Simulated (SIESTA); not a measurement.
**Energy of Zn along an even scaling of the cell**

System: Zn (P6₃/mmc, 2 atoms in the cell).
Method: Kohn-Sham DFT of a periodic cell, PBE, PseudoDojo 0.4 standard, converted to PSML, no spin polarisation (SIESTA 5.4.2).

The 7 runs differ only in the geometry, by an even scaling of the cell at fixed fractional positions. The structure derives from an entry of the Crystallography Open Database.

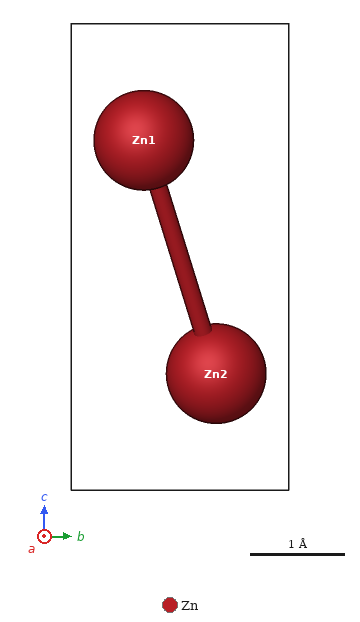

Figure 1. The structure of run 4 (ball-and-stick view of the cell of the calculation, along the a axis; atoms are numbered from 1 in the order of the input). An atom can appear more than once, as a periodic image.

## Input of run 4
```
SystemName                      Zinc
SystemLabel                     Zn
NumberOfSpecies                 1
NumberOfAtoms                   2
%block ChemicalSpeciesLabel
  1  30 Zn
%endblock ChemicalSpeciesLabel

LatticeConstant                 1.0 Ang
%block LatticeVectors
     2.6700000000     0.0000000000     0.0000000000
    -1.3350000000     2.3122878281     0.0000000000
     0.0000000000     0.0000000000     4.9660000000
%endblock LatticeVectors
AtomicCoordinatesFormat         Ang
%block AtomicCoordinatesAndAtomicSpecies
     1.3350000001     0.7707626093     3.7245000000  1
    -0.0000000001     1.5415252188     1.2415000000  1
%endblock AtomicCoordinatesAndAtomicSpecies

%block kgrid.MonkhorstPack
   11   0   0  0.0
    0  11   0  0.0
    0   0   6  0.0
%endblock kgrid.MonkhorstPack
XC.Functional                   GGA
XC.Authors                      PBE
PAO.BasisSize                   DZP
PAO.EnergyShift                 0.003 Ry
Mesh.Cutoff                     800 Ry
OccupationFunction              FD
ElectronicTemperature           0.05 eV
MaxSCFIterations                120
SCF.MustConverge                false
SCF.Mixer.Method                Pulay
SCF.Mixer.Weight                0.25
SCF.Mixer.History               8
SCF.DM.Tolerance                5.0e-05
SCF.H.Tolerance                 1.0e-03 eV
WriteForces                     true
Charge.Mulliken                 end
Charge.Hirshfeld                end
Charge.Voronoi                  end
SaveRho                         true
SaveElectrostaticPotential      true
%block PAO.Basis
  Zn 5
  n=3 0 2
    2.271 0.000
  n=4 0 2
    6.330 0.000
  n=3 1 2
    2.532 0.000
  n=4 1 1
    6.330
  n=3 2 2
    4.164 0.000
%endblock PAO.Basis
```

Command:
```bash
siesta Zn.fdf > Zn.out 2>&1
```

Run 2 has the same physical settings and fractional positions; its lattice vectors (Å) are:
```
   2.633914    0.000000    0.000000
  -1.316957    2.281037    0.000000
   0.000000    0.000000    4.898884
```

## Results, with one run withheld

```csv
run,volume per atom (Å³),"free energy per atom, from the lowest run given (meV)",pressure (GPa)
1,14.410,1.40,2.00
2,14.716,?,?
3,15.023,0.00,−1.94
4,15.330,6.05,−4.10
5,15.636,14.55,−4.69
6,15.943,24.41,−5.85
7,16.249,37.89,−7.98
```

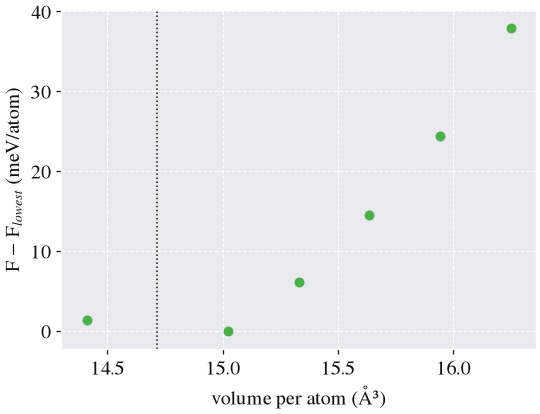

Figure 2. Free energy per atom of the runs given; the dotted line marks run 2.

What should run 2 give?

A cubic polynomial in V^(−2/3) (the Birch–Murnaghan form), fitted to the 6 runs given, misses them by at most 0.60 meV per atom. With x = V^(−2/3) − 0.16147 Å⁻², it reads F = 7.7575 − 3654 x + 3.3475e+05 x² + 5.6812e+06 x³ (meV per atom). At run 2 it gives −1.43 meV per atom, and the run itself gives −1.19. The slope of the fit gives a pressure −dF/dV of 0.20 GPa there, and the run prints 0.58 GPa. The two needn't agree exactly: the fit is approximate, and the printed stress is taken on a finite basis. The fit has its minimum at 14.742 Å³ per atom, where V d²F/dV² gives 112 GPa. Cell shape and fractional positions are held, so this is the stiffness under even scaling; the relaxed bulk modulus wasn't computed.

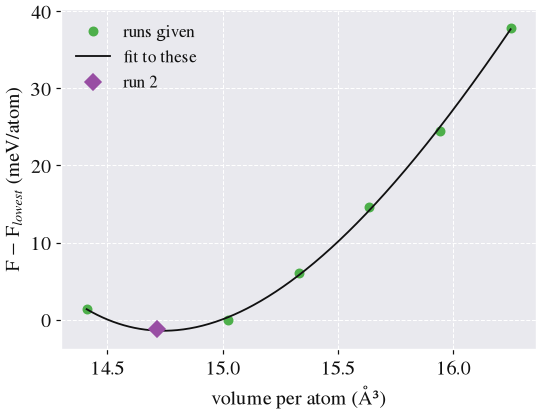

Figure 3. The fit and the withheld run.

## Some lines of the output (run 2)
```
[...]
outcell: Cell volume (Ang**3)        :     29.4328
stepf: Fermi-Dirac step function
siesta: Etot    =    -11366.261787
siesta: FreeEng =    -11366.267950
        iscf     Eharris(eV)        E_KS(eV)     FreeEng(eV)     dDmax    Ef(eV) dHmax(eV)
siesta: E_KS(eV) =           -11375.3274
siesta: E_KS - E_eggbox =    -11375.3274
siesta: Etot    =    -11375.327377
siesta: FreeEng =    -11375.332157
siesta:         Fermi =      -0.343912
siesta: Cell volume =         29.432768 Ang**3
    Orbital volume contribution        =           1.078883 eV
```

Notes: Points of doubt noted for this run: mulliken charges of long orbitals; valence orbitals made in semicore potential. With a small basis of atomic orbitals these values can differ much from converged plane-wave results.
